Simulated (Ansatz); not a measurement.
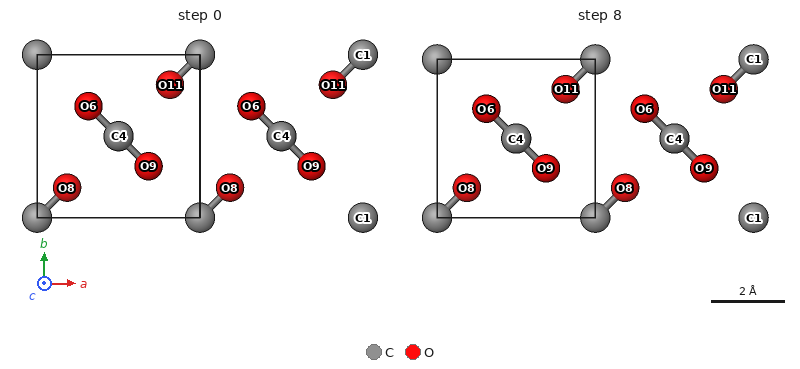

The structure of a crystal of CO2 (set up in P4_2/mnm) before (left) and after (right) a relaxation, at one scale.

Style: ball-and-stick. Shown: the cell of the calculation, repeated 2 × 1 × 1 with one cell outlined, along the c axis.

Case: relaxed again at another level of theory.

Level of theory: DFT r2SCAN, scalar-relativistic, plane waves, PAW (Ansatz).

Input
```yaml
crystal:
  lattice:
    - [4.4850913636, 0.0, 0.0]
    - [0.0, 4.4850913636, 0.0]
    - [0.0, 0.0, 9.4403759724]
  atoms:
    - { symbol: C, position: [0.9999956967, 4.3033e-06, 0.75] }
    - { symbol: C, position: [4.3033e-06, 0.9999956967, 0.25] }
    - { symbol: C, position: [0.5000043033, 0.5000043033, 0.5] }
    - { symbol: C, position: [0.4999956967, 0.4999956967, 0.0] }
    - { symbol: O, position: [0.6843114567, 0.315681452, 0.5000018545] }
    - { symbol: O, position: [0.3156885433, 0.684318548, 1.0000018545] }
    - { symbol: O, position: [0.815681452, 0.8156885433, 0.2500018545] }
    - { symbol: O, position: [0.184318548, 0.1843114567, 0.7500018545] }
    - { symbol: O, position: [0.684318548, 0.3156885433, -1.8545e-06] }
    - { symbol: O, position: [0.315681452, 0.6843114567, 0.4999981455] }
    - { symbol: O, position: [0.8156885433, 0.815681452, 0.7499981455] }
    - { symbol: O, position: [0.1843114567, 0.184318548, 0.2499981455] }
basis:
  ecutwfc: 500
kpoints:
  mp_grid: { grid: [4, 4, 4] }
hamiltonian:
  xc: r2scan
scf:
  occupations: { method: gaussian, width: 0.02 }
output:
  forces: true
  stress: true
  eigenvalues: true
relax:
  adjacent_minimum: "off"
  f_tol: 0.02
  max_steps: 50
  cell: { stress_tol: 0.03 }
```

Launched with:
```bash
ansatz run input.yaml --threads 2 --pin off --max-ram 5120MiB --backend cpu --events-out ev --progress --plain --runs-dir out
```

What changed between the two?

Answer. The largest moves relative to the cell, 0.025 Å, are those of 8 atoms (O5, O6, O7, O8 and others). O7 goes along [−1 −1 0]. C stays in place. The volume changes by −7.3 %, with a = b 4.485 → 4.357 Å (−2.9 %), c 9.440 → 9.279 Å (−1.7 %). Some distances before and after: C1–O11 1.169 → 1.160 Å. The space group stays P4_2/mnm (No. 136). After 7 accepted moves (8 points after the start) the energy has fallen by 3.9 meV per atom. Largest force component: 0.63 eV/Å at the start, 0.0034 eV/Å at the end. Pressure: −2.69 GPa at the start and 0.01 GPa at the end. At 1 point the geometry stayed and the basis and grid were re-selected for the new cell (energy shift of 0.6 meV per atom at most each time). Cost: 88 s on 2 threads of Arm Neoverse V1, with other jobs on the host, peak memory 0.88 GiB.
